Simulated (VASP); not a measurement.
# What a change does: single-point calculation on TiAl

System: TiAl (Pm-3m, 2 atoms in the cell).
Method of run 1: Kohn-Sham DFT of a periodic cell, PBEsol, VASP PAW PBE potentials, recommended, no spin polarisation (VASP 6.6.1).

The structure derives from a Materials Project entry. 

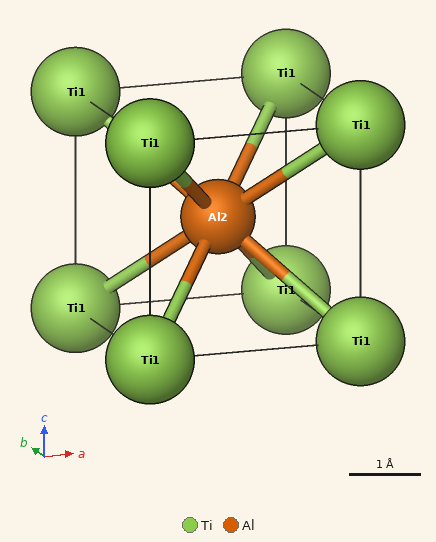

Figure 1. The structure (ball-and-stick view of the cell of the calculation, seen slightly off an axis; atoms are numbered from 1 in the order of the input). Near neighbours in the crystal (not all of them lie inside the picture): Ti has 8 Al at 2.73 Å; Al has 8 Ti at 2.73 Å.

INCAR, run 1:
```
SYSTEM = TiAl
PREC = Accurate ; ENCUT = 700
EDIFF = 1E-6 ; ISMEAR = 0
SIGMA = 0.1 ; LREAL = .False.
LASPH = .True. ; NELM = 80
ALGO = Normal ; ISIF = 2
LWAVE = .False. ; LCHARG = .False.
GGA = PS ; NBANDS = 14
```

KPOINTS, run 1:
```
Automatic mesh
0
Gamma
  14 14 14
  0 0 0
```

POSCAR, run 1:
```
TiAl
1.0
    3.1564500000      0.0000000000      0.0000000000
    0.0000000000      3.1564500000      0.0000000000
    0.0000000000      0.0000000000      3.1564500000
Ti Al
1 1
Direct
    0.0000000000      0.0000000000      0.0000000000
    0.5000000000      0.5000000000      0.5000000000
```

Launched with:
```bash
cat potpaw_PBE.64/Ti_sv/POTCAR potpaw_PBE.64/Al/POTCAR > POTCAR
mpirun -np 1 vasp_std > vasp.out
```

Hardware: 1 thread of Intel Xeon (Granite Rapids), 64 GiB of memory available, shared host.

OSZICAR and lines of OUTCAR (run 1):
```
N       E                     dE             d eps       ncg     rms          rms(c)
DAV:   1     0.114105696474E+03    0.11411E+03   -0.84670E+03  3360   0.137E+03
DAV:   2    -0.815479938681E+01   -0.12226E+03   -0.11769E+03  3450   0.340E+02
DAV:   3    -0.144947583687E+02   -0.63400E+01   -0.61071E+01  5198   0.708E+01
DAV:   4    -0.146972119775E+02   -0.20245E+00   -0.20176E+00  3876   0.111E+01
DAV:   5    -0.147036187352E+02   -0.64068E-02   -0.64050E-02  4762   0.185E+00    0.104E+01
DAV:   6    -0.130482385683E+02    0.16554E+01   -0.51486E+00  3834   0.314E+01    0.281E+00
DAV:   7    -0.129880917395E+02    0.60147E-01   -0.39800E-01  3712   0.838E+00    0.180E+00
DAV:   8    -0.129776274038E+02    0.10464E-01   -0.53584E-02  4518   0.232E+00    0.541E-01
DAV:   9    -0.129753766506E+02    0.22508E-02   -0.94368E-03  3950   0.135E+00    0.179E-01
DAV:  10    -0.129755104224E+02   -0.13377E-03   -0.32558E-04  3730   0.203E-01    0.704E-02
DAV:  11    -0.129755077200E+02    0.27025E-05   -0.18365E-04  4816   0.139E-01    0.104E-02
DAV:  12    -0.129755074950E+02    0.22492E-06   -0.55518E-06  3742   0.236E-02
   1 F= -.12975507E+02 E0= -.12969478E+02  d E =-.120581E-01
[... from OUTCAR:]
  free energy    TOTEN  =       -12.97550750 eV
  energy without entropy =      -12.96344939  energy(sigma->0) =      -12.96947844
 E-fermi :   8.9080     XC(G=0): -11.2826     alpha+bet :-16.7377
  free  energy   TOTEN  =       -12.9755074950 eV
  energy  without entropy=      -12.9634493916  energy(sigma->0) =      -12.96947844
```

For run 2 the input was changed thus:
```diff
-PREC = Accurate ; ENCUT = 700
+PREC = Accurate ; ENCUT = 520
-SIGMA = 0.1 ; LREAL = .False.
+SIGMA = 0.5 ; LREAL = .False.
```

How does run 2 compare with run 1?

The energy of run 2 (smearing taken to zero) is 2.3 meV per atom lower, the joint effect of these numerical settings, which can't be told apart here. The pressure goes from −0.05 to 0.86 GPa. The number of SCF iterations is the same. The plane waves at Γ go from 1357.0 to 876.0. On the same kind of shared host run 2 took about 0.5 times as long.

OSZICAR and lines of OUTCAR (run 2):
```
N       E                     dE             d eps       ncg     rms          rms(c)
DAV:   1     0.999459917793E+02    0.99946E+02   -0.70865E+03  3360   0.110E+03
DAV:   2    -0.914850938878E+01   -0.10909E+03   -0.10506E+03  3456   0.300E+02
DAV:   3    -0.146541835613E+02   -0.55057E+01   -0.53479E+01  5130   0.639E+01
DAV:   4    -0.148132451245E+02   -0.15906E+00   -0.15828E+00  3792   0.971E+00
DAV:   5    -0.148192759133E+02   -0.60308E-02   -0.60276E-02  4908   0.177E+00    0.103E+01
DAV:   6    -0.131767547960E+02    0.16425E+01   -0.53315E+00  3828   0.312E+01    0.276E+00
DAV:   7    -0.131185926764E+02    0.58162E-01   -0.39684E-01  3726   0.828E+00    0.176E+00
DAV:   8    -0.131096376352E+02    0.89550E-02   -0.53435E-02  4520   0.226E+00    0.554E-01
DAV:   9    -0.131071932374E+02    0.24444E-02   -0.10482E-02  3906   0.138E+00    0.180E-01
DAV:  10    -0.131072922114E+02   -0.98974E-04   -0.36604E-04  3714   0.225E-01    0.637E-02
DAV:  11    -0.131072918950E+02    0.31638E-06   -0.19075E-04  4822   0.139E-01    0.121E-02
DAV:  12    -0.131072913107E+02    0.58437E-06   -0.48941E-06  3800   0.238E-02
   1 F= -.13107291E+02 E0= -.12974088E+02  d E =-.266408E+00
[... from OUTCAR:]
  free energy    TOTEN  =       -13.10729131 eV
  energy without entropy =      -12.84088378  energy(sigma->0) =      -12.97408754
 E-fermi :   8.8667     XC(G=0): -11.2813     alpha+bet :-16.7377
  free  energy   TOTEN  =       -13.1072913107 eV
  energy  without entropy=      -12.8408837750  energy(sigma->0) =      -12.97408754
```

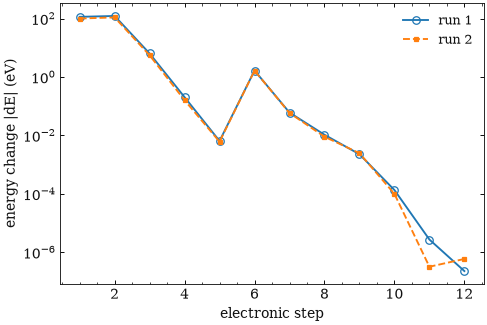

Figure 2. Convergence of the two runs: energy change |dE| against the electronic step. Run 1 takes 12 steps in all, and run 2 takes 12.

The two runs side by side:

```tsv
quantity	run 1	run 2
outcome	converged	converged
free energy per atom (eV)	−6.4878	−6.5536
energy per atom, smearing taken to zero (eV)	−6.4847	−6.4870
gap on the mesh (eV)	0.00	0.00
pressure (GPa)	−0.05	0.86
largest force (eV/Å)	0.000	0.000
SCF iterations	12	12
irreducible k-points	120	120
plane waves at Γ	1357	876
```
